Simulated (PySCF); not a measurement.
Run report: InP, single-point calculation

System: InP (F-43m, 2 atoms in the cell).
Method: Kohn-Sham DFT of a periodic cell in Gaussian orbitals, PBEsol, DZVP-MOLOPT-SR/GTH-PBE, no spin polarisation (PySCF 2.14.0).

The structure derives from an entry of the Crystallography Open Database. Its volume is 1.04 times that of the source entry. It belongs to a series of runs on one base structure; here: volume scaled by 1.04.

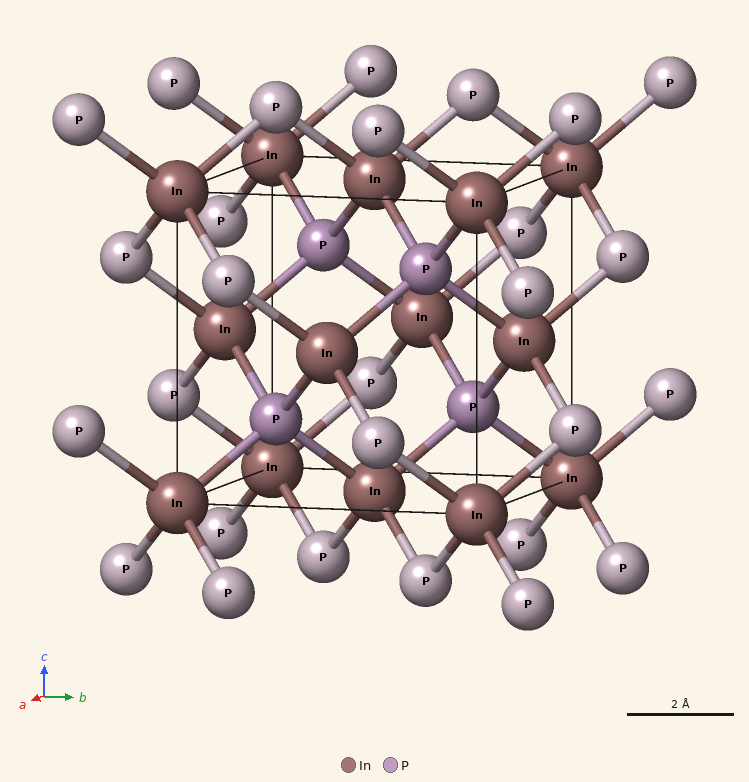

The input geometry (ball-and-stick view of the cell 4 times as large as that of the calculation, set on its symmetry axes, seen slightly off an axis; neighbours outside the cell are drawn fainter). An atom can appear more than once, as a periodic image.

## Input file
```python
import json
import numpy as np
from pyscf.pbc import gto, scf, dft, df
from pyscf.pbc.tools import pyscf_ase
from ase.spacegroup import crystal

atoms = crystal(['In', 'P'], [[0.0, 0.0, 0.0], [0.25, 0.25, 0.25]],
                spacegroup=216, setting=1, cellpar=[5.93812727, 5.93812727, 5.93812727, 90.0, 90.0, 90.0], primitive_cell=True)  # F-43m: In 4a, P 4c
cell = pyscf_ase.cell_from_ase(atoms)
cell.basis = {'In': 'DZVP-MOLOPT-SR-GTH-q13', 'P': 'DZVP-MOLOPT-SR-GTH-q5'}
cell.pseudo = {'In': 'GTH-PBE-q13', 'P': 'GTH-PBE-q5'}
cell.ke_cutoff = 93  # hartree
cell.exp_to_discard = 0.02
cell.precision = 1e-08
cell.max_memory = 5880  # MB
cell.verbose = 4
cell.build()

res = {}
kpts = cell.make_kpts([3, 3, 3])
mf = dft.KRKS(cell, kpts, xc='pbesol')
mf = mf.multigrid_numint()
mf = mf.smearing(sigma=0.00183747, method='fermi')  # hartree
mf.conv_tol = 1e-07
mf.max_cycle = 60

atoms.calc = pyscf_ase.PySCF(method=mf)
print('ASE energy = %.8f eV' % atoms.get_potential_energy())
mf = atoms.calc.method_scan
res.update(converged=bool(mf.converged), e_tot=mf.e_tot, nelec=cell.nelectron, nao=cell.nao, mesh=list(map(int, cell.mesh)), a=cell.lattice_vectors().tolist(), coords=cell.atom_coords().tolist(),
           mo_energy=[np.real(x).tolist() for x in mf.mo_energy], mo_occ=[np.real(x).tolist() for x in mf.mo_occ])
res.update(e_free=mf.e_free, e_zero=mf.e_zero)
res.update(kpts=cell.get_scaled_kpts(kpts).tolist())
res['parts'] = {k: float(np.real(v)) for k, v in mf.scf_summary.items() if np.isscalar(v)}
json.dump(res, open('results.json', 'w'))
if not mf.converged:
    raise SystemExit('SCF not converged')

print('levels (eV)')
for i, kp in enumerate(res['kpts'][:40]):
    print('k %7.4f %7.4f %7.4f  ' % tuple(kp), ' '.join('%.3f' % (x * 27.211386) for x in res['mo_energy'][i][:14]))

# Mulliken populations
dm, s = np.asarray(mf.make_rdm1()), np.asarray(mf.get_ovlp())
sites = cell.aoslice_by_atom()[:, 2:]
tot = np.einsum('kij,kji->i', dm, s).real / len(kpts)
res['mulliken'] = [cell.atom_charge(i) - tot[a0:a1].sum() for i, (a0, a1) in enumerate(sites)]
print('Mulliken charges', np.round(res['mulliken'], 5))
res['done'] = True
json.dump(res, open('results.json', 'w'))
```

Machine: 4 threads of Intel Xeon @ 2.50GHz (Skylake/Cascade Lake), 189 GiB of memory available, shared host.

Launch command:
```bash
OMP_NUM_THREADS=4 python -u run.py > log
```

## The program's output
```
Discarded 0 diffused primitive functions, 0 contracted functions

PySCF version 2.14.0

[INPUT] verbose = 4
[INPUT] num. atoms = 2
[INPUT] num. electrons = 18
[INPUT] charge = 0
[INPUT] spin (= nelec alpha-beta = 2S) = 0
[INPUT] symmetry False subgroup None
[INPUT] Mole.unit = angstrom
[INPUT] Symbol           X                Y                Z      unit          X                Y                Z       unit  Magmom
[INPUT]  1 In     0.000000000000   0.000000000000   0.000000000000 AA    0.000000000000   0.000000000000   0.000000000000 Bohr   0.0
[INPUT]  2 P      1.484531817500   1.484531817500   1.484531817500 AA    2.805358558278   2.805358558278   2.805358558278 Bohr   0.0

nuclear repulsion = -44.2775360902422
number of shells = 7
number of NR pGTOs = 132
number of NR cGTOs = 38
basis = {'In': 'DZVP-MOLOPT-SR-GTH-q13', 'P': 'DZVP-MOLOPT-SR-GTH-q5'}
ecp = {}
lattice vectors  a1 [0.000000000, 5.610717117, 5.610717117]
                 a2 [5.610717117, 0.000000000, 5.610717117]
                 a3 [5.610717117, 5.610717117, 0.000000000]
dimension = 3
low_dim_ft_type = None
Cell volume = 353.252
exp_to_discard = 0.02
rcut = 33.531417647125146 (nimgs = [6 6 6])
precision = 1e-08
pseudo = {'In': 'GTH-PBE-q13', 'P': 'GTH-PBE-q5'}
ke_cutoff = 93
    = [37 37 37] mesh (50653 PWs)
Create scanner for <class 'pyscf.pbc.scf.smearing.SmearingKRKS'>
Set new lattice vectors
[[0.         2.96906363 2.96906363]
 [2.96906363 0.         2.96906363]
 [2.96906363 2.96906363 0.        ]]
New geometry
   1 In     0.000000000000   0.000000000000   0.000000000000 AA    0.000000000000   0.000000000000   0.000000000000 Bohr
   2 P      1.484531817500   1.484531817500   1.484531817500 AA    2.805358558278   2.805358558278   2.805358558278 Bohr
Discarded 0 diffused primitive functions, 0 contracted functions

******** <class 'pyscf.scf.hf.SmearingKRKS_Scanner'> ********
method = SmearingKRKS_Scanner
initial guess = minao
damping factor = 0
level_shift factor = 0
DIIS = <class 'pyscf.scf.diis.CDIIS'>
diis_start_cycle = 1
diis_space = 8
diis_damp = 0
SCF conv_tol = 1e-07
SCF conv_tol_grad = None
SCF max_cycles = 60
direct_scf = True
direct_scf_tol = 1e-13

******** PBC SCF flags ********
N kpts = 27
Exchange divergence treatment (exxdiv) = ewald
    madelung (= occupied orbital energy shift) = 0.13619358508811746
    Total energy shift due to Ewald probe charge = -1/2 * Nelec*madelung = -1.22574226579
Smearing method = fermi
DF object = <pyscf.pbc.df.fft.FFTDF object>
XC functionals = pbesol
small_rho_cutoff = 0
Uniform grid, mesh = [37 37 37]
Set gradient conv threshold to 0.000316228
nelec by numeric integration = 17.999999073292468
init E= -62.7780783551158
    sigma = 0.00183747  Optimized mu = 0.255883662043  entropy = 0.0124095512183
nelec by numeric integration = 17.99999999999716
    Total E(T) = -62.7916511108062  Free energy = -62.7916739129842  E0 = -62.7916625118952
cycle= 1 E= -62.7916511108062  delta_E= -0.0136  |g|= 0.541  |ddm|= 12.4
    sigma = 0.00183747  Optimized mu = 0.255996478019  entropy = 0.115546203125
nelec by numeric integration = 17.999999999998213
    Total E(T) = -62.7904233023917  Free energy = -62.7906356150736  E0 = -62.7905294587327
cycle= 2 E= -62.7904233023917  delta_E= 0.00123  |g|= 0.629  |ddm|= 3.19
    sigma = 0.00183747  Optimized mu = 0.251154257352  entropy = 0.0308377264244
nelec by numeric integration = 17.999999999997872
    Total E(T) = -62.7967510188221  Free energy = -62.7968076822192  E0 = -62.7967793505207
cycle= 3 E= -62.7967510188221  delta_E= -0.00633  |g|= 0.0959  |ddm|= 2.03
    sigma = 0.00183747  Optimized mu = 0.253427265217  entropy = 0.0400065406956
nelec by numeric integration = 17.999999999997865
    Total E(T) = -62.7968944707088  Free energy = -62.7969679815272  E0 = -62.796931226118
cycle= 4 E= -62.7968944707088  delta_E= -0.000143  |g|= 0.00112  |ddm|= 0.241
    sigma = 0.00183747  Optimized mu = 0.253423422699  entropy = 0.0397614779632
nelec by numeric integration = 17.999999999997865
    Total E(T) = -62.7968949493738  Free energy = -62.7969680098967  E0 = -62.7969314796353
cycle= 5 E= -62.7968949493738  delta_E= -4.79e-07  |g|= 0.000139  |ddm|= 0.00543
    sigma = 0.00183747  Optimized mu = 0.253427144918  entropy = 0.0397739734398
nelec by numeric integration = 17.999999999997865
    Total E(T) = -62.7968949267472  Free energy = -62.7969680102302  E0 = -62.7969314684887
cycle= 6 E= -62.7968949267472  delta_E= 2.26e-08  |g|= 5.23e-06  |ddm|= 0.000329
    sigma = 0.00183747  Optimized mu = 0.253427156998  entropy = 0.0397725122906
```

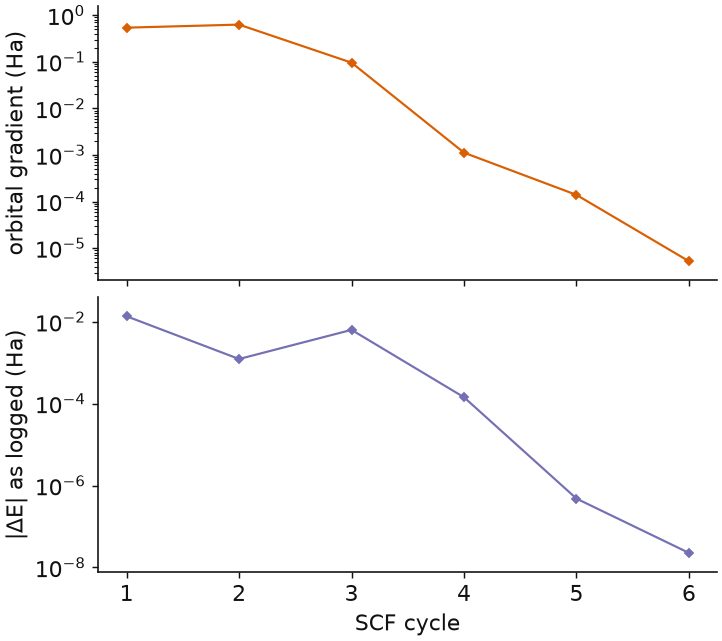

Convergence of the self-consistent field: orbital gradient and size of the energy change against the SCF cycle. The residual falls almost steadily, with no more than small rises.

```
nelec by numeric integration = 17.999999999997865
    Total E(T) = -62.796894929432  Free energy = -62.7969680102302  E0 = -62.7969314698311
Extra cycle  E= -62.796894929432  delta_E= -2.68e-09  |g|= 7.08e-06  |ddm|= 3.35e-05
converged SCF energy = -62.796894929432
ASE energy = -1708.79054878 eV
levels (eV)
k  0.0000  0.0000  0.0000   -7.501 -7.501 -7.501 -7.365 -7.365 -4.620 6.704 6.704 6.704 7.032 10.652 10.652 10.652 17.063
k -0.0000 -0.0000  0.3333   -7.575 -7.472 -7.472 -7.358 -7.358 -3.567 2.120 5.930 5.930 8.080 11.500 11.500 12.825 16.609
k -0.0000 -0.0000  0.6667   -7.575 -7.472 -7.472 -7.358 -7.358 -3.567 2.120 5.930 5.930 8.080 11.500 11.500 12.825 16.609
k  0.0000  0.3333 -0.0000   -7.575 -7.472 -7.472 -7.358 -7.358 -3.567 2.120 5.930 5.930 8.080 11.500 11.500 12.825 16.609
k  0.0000  0.3333  0.3333   -7.624 -7.431 -7.431 -7.397 -7.340 -3.204 2.196 4.823 4.823 8.600 9.427 14.219 14.219 14.624
k  0.0000  0.3333  0.6667   -7.620 -7.446 -7.430 -7.376 -7.353 -2.506 1.206 3.352 5.050 9.158 11.679 13.524 13.677 14.911
k  0.0000  0.6667 -0.0000   -7.575 -7.472 -7.472 -7.358 -7.358 -3.567 2.120 5.930 5.930 8.080 11.500 11.500 12.825 16.609
k  0.0000  0.6667  0.3333   -7.620 -7.446 -7.430 -7.376 -7.353 -2.506 1.206 3.352 5.050 9.158 11.679 13.524 13.677 14.911
k  0.0000  0.6667  0.6667   -7.624 -7.431 -7.431 -7.397 -7.340 -3.204 2.196 4.823 4.823 8.600 9.427 14.219 14.219 14.624
k  0.3333  0.0000  0.0000   -7.575 -7.472 -7.472 -7.358 -7.358 -3.567 2.120 5.930 5.930 8.080 11.500 11.500 12.825 16.609
k  0.3333  0.0000  0.3333   -7.624 -7.431 -7.431 -7.397 -7.340 -3.204 2.196 4.823 4.823 8.600 9.427 14.219 14.219 14.624
k  0.3333  0.0000  0.6667   -7.620 -7.446 -7.430 -7.376 -7.353 -2.506 1.206 3.352 5.050 9.158 11.679 13.524 13.677 14.911
k  0.3333  0.3333  0.0000   -7.624 -7.431 -7.431 -7.397 -7.340 -3.204 2.196 4.823 4.823 8.600 9.427 14.219 14.219 14.624
k  0.3333  0.3333  0.3333   -7.575 -7.472 -7.472 -7.358 -7.358 -3.567 2.120 5.930 5.930 8.080 11.500 11.500 12.825 16.609
k  0.3333  0.3333  0.6667   -7.620 -7.446 -7.429 -7.376 -7.353 -2.506 1.206 3.352 5.050 9.158 11.679 13.524 13.677 14.911
k  0.3333  0.6667  0.0000   -7.620 -7.446 -7.430 -7.376 -7.353 -2.506 1.206 3.352 5.050 9.158 11.679 13.524 13.677 14.911
k  0.3333  0.6667  0.3333   -7.620 -7.446 -7.429 -7.376 -7.353 -2.506 1.206 3.352 5.050 9.158 11.679 13.524 13.677 14.911
k  0.3333  0.6667  0.6667   -7.620 -7.446 -7.429 -7.376 -7.353 -2.506 1.206 3.352 5.050 9.158 11.679 13.524 13.677 14.911
k  0.6667  0.0000  0.0000   -7.575 -7.472 -7.472 -7.358 -7.358 -3.567 2.120 5.930 5.930 8.080 11.500 11.500 12.825 16.609
k  0.6667  0.0000  0.3333   -7.620 -7.446 -7.430 -7.376 -7.353 -2.506 1.206 3.352 5.050 9.158 11.679 13.524 13.677 14.911
k  0.6667  0.0000  0.6667   -7.624 -7.431 -7.431 -7.397 -7.340 -3.204 2.196 4.823 4.823 8.600 9.427 14.219 14.219 14.624
k  0.6667  0.3333  0.0000   -7.620 -7.446 -7.430 -7.376 -7.353 -2.506 1.206 3.352 5.050 9.158 11.679 13.524 13.677 14.911
k  0.6667  0.3333  0.3333   -7.620 -7.446 -7.429 -7.376 -7.353 -2.506 1.206 3.352 5.050 9.158 11.679 13.524 13.677 14.911
k  0.6667  0.3333  0.6667   -7.620 -7.446 -7.429 -7.376 -7.353 -2.506 1.206 3.352 5.050 9.158 11.679 13.524 13.677 14.911
k  0.6667  0.6667  0.0000   -7.624 -7.431 -7.431 -7.397 -7.340 -3.204 2.196 4.823 4.823 8.600 9.427 14.219 14.219 14.624
k  0.6667  0.6667  0.3333   -7.620 -7.446 -7.429 -7.376 -7.353 -2.506 1.206 3.352 5.050 9.158 11.679 13.524 13.677 14.911
k  0.6667  0.6667  0.6667   -7.575 -7.472 -7.472 -7.358 -7.358 -3.567 2.120 5.930 5.930 8.080 11.500 11.500 12.825 16.609
Mulliken charges [ 0.25661 -0.25661]
```

## Results in brief

```json
{"quantity": "outcome", "value": "converged"}
{"quantity": "space group (tolerance 0.01 Å)", "value": "F-43m (216)"}
{"quantity": "electrons treated", "value": "18"}
{"quantity": "free energy", "value": "−1708.7926 eV"}
{"quantity": "total energy", "value": "−1708.7906 eV"}
{"quantity": "Fermi energy", "value": "6.896 eV"}
{"quantity": "gap on the k-point mesh", "value": "0.33 eV"}
{"quantity": "wall time", "value": "7 min (CPU time 27 min)"}
{"quantity": "peak memory", "value": "0.66 GiB"}
```
